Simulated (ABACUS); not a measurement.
Run report: FeO, band-structure run (part 2 of 2)

FeO (Fm-3m, 2 atoms in the cell); Kohn-Sham DFT of a periodic cell, r2SCAN, SG15 ONCV 1.2 PBE, spin-polarised (ABACUS 3.10.1); cutoff 1414.99 eV, 7×7×7 k-mesh, fermi-dirac of 0.05 eV, collinear spins. The structure derives from an entry of the Crystallography Open Database.

Geometry of the input (Å; fractional positions):
```
0.0000  2.1554  2.1554
2.1554  0.0000  2.1554
2.1554  2.1554  0.0000
Fe 0.0000  0.0000  0.0000
O  0.5000  0.5000  0.5000
```

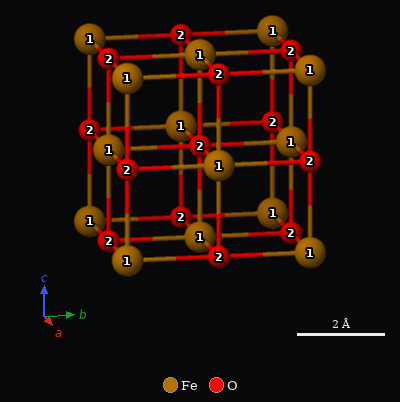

*The structure as given in the input (ball-and-stick view of the cell 4 times as large as that of the calculation, set on its symmetry axes, seen slightly off an axis; atoms are numbered from 1 in the order of the input). An atom can appear more than once, as a periodic image.*

The program's output, continued
```
 Density error is 0.0205276607891
                          Error Threshold = 0.00132641622305
----------------------------------------------------------
     Energy           Rydberg                 eV
----------------------------------------------------------
 E_KohnSham     -268.6514244321      -3655.1901480932
 E_Harris       -267.7114966083      -3642.4017739803
 E_Fermi        1.1550431849         15.7151687505
----------------------------------------------------------

 PW ALGORITHM --------------- ION=   1  ELEC=   3--------------------------------
          total magnetism (Bohr mag/cell) = 4.00582685652
       absolute magnetism (Bohr mag/cell) = 4.05704449698
                        nelec for spin up = 13.0029134283
                      nelec for spin down = 8.99708657174

 Density error is 0.00719413063529
                          Error Threshold = 9.33075490412e-05
----------------------------------------------------------
     Energy           Rydberg                 eV
----------------------------------------------------------
 E_KohnSham     -268.6819266405      -3655.6051519286
 E_Harris       -267.8975607589      -3644.9333066220
 E_Fermi        1.1177297852         15.2074939030
----------------------------------------------------------

 PW ALGORITHM --------------- ION=   1  ELEC=   4--------------------------------
          total magnetism (Bohr mag/cell) = 4.00583070478
       absolute magnetism (Bohr mag/cell) = 4.06673513836
                        nelec for spin up = 13.0029153524
                      nelec for spin down = 8.99708464761

 Density error is 0.00280216619232
                          Error Threshold = 3.27005937968e-05
----------------------------------------------------------
     Energy           Rydberg                 eV
----------------------------------------------------------
 E_KohnSham     -268.7071831554      -3655.9487844437
 E_Harris       -268.4048720765      -3651.8356312008
 E_Fermi        1.1375916872         15.4777289435
----------------------------------------------------------

 PW ALGORITHM --------------- ION=   1  ELEC=   5--------------------------------
          total magnetism (Bohr mag/cell) = 4.00582497038
       absolute magnetism (Bohr mag/cell) = 4.06799101213
                        nelec for spin up = 13.0029124852
                      nelec for spin down = 8.99708751481

 Density error is 0.000147297121511
                          Error Threshold = 1.2737119056e-05
----------------------------------------------------------
     Energy           Rydberg                 eV
----------------------------------------------------------
 E_KohnSham     -268.7080644477      -3655.9607750403
 E_Harris       -268.7750636461      -3656.8723458999
 E_Fermi        1.1414363805         15.5300386795
----------------------------------------------------------

 PW ALGORITHM --------------- ION=   1  ELEC=   6--------------------------------
          total magnetism (Bohr mag/cell) = 4.00582651367
       absolute magnetism (Bohr mag/cell) = 4.06385579189
                        nelec for spin up = 13.0029132568
                      nelec for spin down = 8.99708674316

 Density error is 3.34949309716e-05
                          Error Threshold = 6.69532370503e-07
----------------------------------------------------------
     Energy           Rydberg                 eV
----------------------------------------------------------
 E_KohnSham     -268.7081009177      -3655.9612712398
 E_Harris       -268.6975372631      -3655.8175453460
 E_Fermi        1.1414922021         15.5307981706
----------------------------------------------------------

 PW ALGORITHM --------------- ION=   1  ELEC=   7--------------------------------
          total magnetism (Bohr mag/cell) = 4.00582542316
       absolute magnetism (Bohr mag/cell) = 4.0641310775
                        nelec for spin up = 13.0029127116
                      nelec for spin down = 8.99708728842

 Density error is 4.41896489095e-06
                          Error Threshold = 1.52249686234e-07
----------------------------------------------------------
     Energy           Rydberg                 eV
----------------------------------------------------------
 E_KohnSham     -268.7081089706      -3655.9613808046
 E_Harris       -268.7073268493      -3655.9507394995
 E_Fermi        1.1414912452         15.5307851519
----------------------------------------------------------

 PW ALGORITHM --------------- ION=   1  ELEC=   8--------------------------------
          total magnetism (Bohr mag/cell) = 4.00582594614
       absolute magnetism (Bohr mag/cell) = 4.06398252006
                        nelec for spin up = 13.0029129731
                      nelec for spin down = 8.99708702693

 Density error is 4.2534589119e-07
                          Error Threshold = 2.00862040498e-08
----------------------------------------------------------
     Energy           Rydberg                 eV
----------------------------------------------------------
 E_KohnSham     -268.7081264508      -3655.9616186359
 E_Harris       -268.7102263483      -3655.9901892069
 E_Fermi        1.1417571465         15.5344029241
----------------------------------------------------------

 PW ALGORITHM --------------- ION=   1  ELEC=   9--------------------------------
          total magnetism (Bohr mag/cell) = 4.0058258076
       absolute magnetism (Bohr mag/cell) = 4.06364125854
                        nelec for spin up = 13.0029129038
                      nelec for spin down = 8.9970870962

 Density error is 7.06153760396e-08
                          Error Threshold = 1.9333904145e-09
----------------------------------------------------------
     Energy           Rydberg                 eV
----------------------------------------------------------
 E_KohnSham     -268.7081277223      -3655.9616359354
 E_Harris       -268.7082750253      -3655.9636400949
 E_Fermi        1.1416910148         15.5335031568
----------------------------------------------------------

 PW ALGORITHM --------------- ION=   1  ELEC=  10--------------------------------
          total magnetism (Bohr mag/cell) = 4.00582586221
       absolute magnetism (Bohr mag/cell) = 4.06361215135
                        nelec for spin up = 13.0029129311
                      nelec for spin down = 8.9970870689

 Density error is 1.3324777457e-08
                          Error Threshold = 3.20978981998e-10
----------------------------------------------------------
     Energy           Rydberg                 eV
----------------------------------------------------------
 E_KohnSham     -268.7081277812      -3655.9616367364
 E_Harris       -268.7080658803      -3655.9607945321
 E_Fermi        1.1417070261         15.5337210019
----------------------------------------------------------

 PW ALGORITHM --------------- ION=   1  ELEC=  11--------------------------------
          total magnetism (Bohr mag/cell) = 4.00582585106
       absolute magnetism (Bohr mag/cell) = 4.06360560201
                        nelec for spin up = 13.0029129255
                      nelec for spin down = 8.99708707447

 Density error is 7.83444890632e-10
                          Error Threshold = 6.05671702593e-11
----------------------------------------------------------
     Energy           Rydberg                 eV
----------------------------------------------------------
 E_KohnSham     -268.7081278102      -3655.9616371315
 E_KS(sigma->0) -268.7078216743      -3655.9574719382
 E_Harris       -268.7079827447      -3655.9596634136
 E_band         -21.4089645438       -291.2839060762
 E_one_elec     -115.5509442195      -1572.1512506658
 E_Hartree      69.2843689019        942.6621994000
 E_xc           -32.4133843200       -441.0067182153
 E_Ewald        -190.0275559007      -2585.4575372637
 E_entropy(-TS) -0.0006122719        -0.0083303867
 E_descf        0.0000000000         0.0000000000
 E_exx          0.0000000000         0.0000000000
 E_Fermi        1.1417036539         15.5336751201
----------------------------------------------------------

 charge density convergence is achieved
 final etot is -3655.9616371 eV
 EFERMI = 15.53367512 eV

 STATE ENERGY(eV) AND OCCUPATIONS    NSPIN == 2
SPIN UP :
 1/5 kpoint (Cartesian) = 0.0000 0.0000 0.0000 (2421 pws)
       1       -78.4674     0.00291545
       2       -44.1393     0.00291545
       3       -44.1393     0.00291545
       4       -44.1393     0.00291545
       5       -7.20800     0.00291545
       6        10.0278     0.00291545
       7        10.0278     0.00291545
       8        10.0278     0.00291545
       9        10.0961     0.00291545
      10        10.0961     0.00291545
      11        10.7485     0.00291545
      12        10.7485     0.00291545
      13        10.7485     0.00291545
      14        15.1812     0.00291293
      15        30.8743        0.00000
      16        32.4078        0.00000
      17        32.4078        0.00000
      18        32.4078        0.00000
      19        36.4248        0.00000
      20        36.4248        0.00000
      21        36.4248        0.00000
      22        39.4010        0.00000
      23        39.4010        0.00000

 2/5 kpoint (Cartesian) = 0.033139 0.033139 0.033139 (2430 pws)
       1       -78.4664      0.0233236
       2       -44.1484      0.0233236
       3       -44.1405      0.0233236
       4       -44.1405      0.0233236
       5       -7.02644      0.0233236
       6        8.96120      0.0233236
       7        9.07872      0.0233236
       8        9.07872      0.0233236
       9        10.1644      0.0233236
      10        10.1644      0.0233236
      11        10.7541      0.0233236
      12        11.8421      0.0233236
      13        11.8421      0.0233236
      14        16.4219    4.49767e-10
      15        28.2112        0.00000
      16        31.7405        0.00000
      17        31.7405        0.00000
      18        33.5592        0.00000
      19        35.3188        0.00000
      20        35.3188        0.00000
      21        38.5456        0.00000
      22        42.1128        0.00000
      23        42.1128        0.00000

 3/5 kpoint (Cartesian) = 0.066279 0.066279 0.066279 (2442 pws)
       1       -78.4642      0.0233236
       2       -44.1687      0.0233236
       3       -44.1431      0.0233236
       4       -44.1431      0.0233236
       5       -6.58813      0.0233236
       6        7.13220      0.0233236
       7        8.10435      0.0233236
       8        8.10435      0.0233236
       9        10.4644      0.0233236
      10        10.4644      0.0233236
      11        11.0579      0.0233236
      12        13.0192      0.0233236
      13        13.0192      0.0233236
      14        18.3491    8.18440e-27
      15        25.3389    1.58588e-87
      16        29.7288        0.00000
      17        29.7288        0.00000
      18        34.1966        0.00000
      19        36.1927        0.00000
      20        36.1927        0.00000
      21        41.5756        0.00000
      22        44.3760        0.00000
      23        44.3760        0.00000

 4/5 kpoint (Cartesian) = 0.099418 0.099418 0.099418 (2428 pws)
       1       -78.4624      0.0233236
       2       -44.1850      0.0233236
       3       -44.1453      0.0233236
       4       -44.1453      0.0233236
       5       -6.19872      0.0233236
       6        5.93425      0.0233236
       7        7.57537      0.0233236
       8        7.57537      0.0233236
       9        10.7167      0.0233236
      10        10.7167      0.0233236
      11        11.4117      0.0233236
      12        13.7301      0.0233236
      13        13.7301      0.0233236
      14        19.2870    5.84139e-35
      15        24.0192    4.60762e-76
      16        28.2849        0.00000
      17        28.2849        0.00000
      18        34.8954        0.00000
      19        38.3030        0.00000
      20        38.3030        0.00000
      21        39.7467        0.00000
      22        42.6269        0.00000
      23        42.6269        0.00000

 5/5 kpoint (Cartesian) = 0.0000 0.0000 0.066279 (2421 pws)
       1       -78.4661      0.0174927
       2       -44.1477      0.0174927
       3       -44.1427      0.0174927
       4       -44.1427      0.0174927
       5       -6.97648      0.0174927
       6        8.18313      0.0174927
       7        9.59210      0.0174927
       8        9.59210      0.0174927
       9        9.87414      0.0174927
      10        10.1608      0.0174927
      11        11.2237      0.0174927
      12        11.2237      0.0174927
      13        11.6714      0.0174927
      14        16.9376    1.11750e-14
      15        28.5133        0.00000
      16        31.0713        0.00000
      17        31.0713        0.00000
      18        31.3764        0.00000
      19        36.2371        0.00000
      20        39.1527        0.00000
      21        39.1527        0.00000
      22        39.8061        0.00000
      23        43.1283        0.00000

SPIN DOWN :
 1/5 kpoint (Cartesian) = 0.0000 0.0000 0.0000 (2421 pws)
       1       -74.6867     0.00291545
       2       -38.6445     0.00291545
       3       -38.6445     0.00291545
       4       -38.6445     0.00291545
       5       -6.70297     0.00291545
       6        11.4074     0.00291545
       7        11.4074     0.00291545
       8        11.4074     0.00291545
       9        14.7782     0.00291545
      10        14.7782     0.00291545
      11        14.7782     0.00291545
      12        16.0619    7.53115e-08
      13        16.1705    8.57118e-09
      14        16.1705    8.57118e-09
      15        31.0499        0.00000
      16        33.7119        0.00000
      17        33.7119        0.00000
      18        33.7119        0.00000
      19        38.3360        0.00000
      20        38.3360        0.00000
      21        38.3360        0.00000
      22        40.8658        0.00000
      23        40.8658        0.00000

[... levels at 4 further k points ...]

------------------------------------------------------------------------------------------
 TOTAL-FORCE (eV/Angstrom)
------------------------------------------------------------------------------------------
                       Fe1         0.0000000000         0.0000000000         0.0000000000
                        O1         0.0000000000         0.0000000000         0.0000000000
------------------------------------------------------------------------------------------

----------------------------------------------------------------
 TOTAL-STRESS (KBAR)
----------------------------------------------------------------
       -72.2267891370        -0.0000000000        -0.0000000000
        -0.0000000000       -72.2267891370         0.0000000000
        -0.0000000000         0.0000000000       -72.2267891370
----------------------------------------------------------------
 TOTAL-PRESSURE: -72.226789 KBAR

 --------------------------------------------
 !FINAL_ETOT_IS -3655.9616371315200922 eV
 --------------------------------------------
```

Key numbers

```json
{"quantity": "outcome", "value": "converged"}
{"quantity": "space group (tolerance 0.01 Å)", "value": "Fm-3m (225)"}
{"quantity": "electrons treated", "value": "22"}
{"quantity": "free energy", "value": "−3655.9616 eV"}
{"quantity": "Fermi energy", "value": "15.534 eV"}
{"quantity": "gap on the k-point mesh", "value": "none (metallic)"}
{"quantity": "net moment of the cell", "value": "4.01 μB"}
{"quantity": "integrated absolute moment", "value": "4.06 μB"}
{"quantity": "pressure", "value": "−7.22 GPa"}
{"quantity": "largest force (length of the vector)", "value": "under 0.001 eV/Å"}
{"quantity": "hardware", "value": "4 threads of AMD EPYC (Zen 5), 32 GiB of memory available, shared host"}
{"quantity": "wall time", "value": "25 s (CPU time 99 s)"}
{"quantity": "peak memory", "value": "0.44 GiB"}
```

Remarks

The cell is under a tension of 7.2 GPa at this level, so it is not at its equilibrium volume.
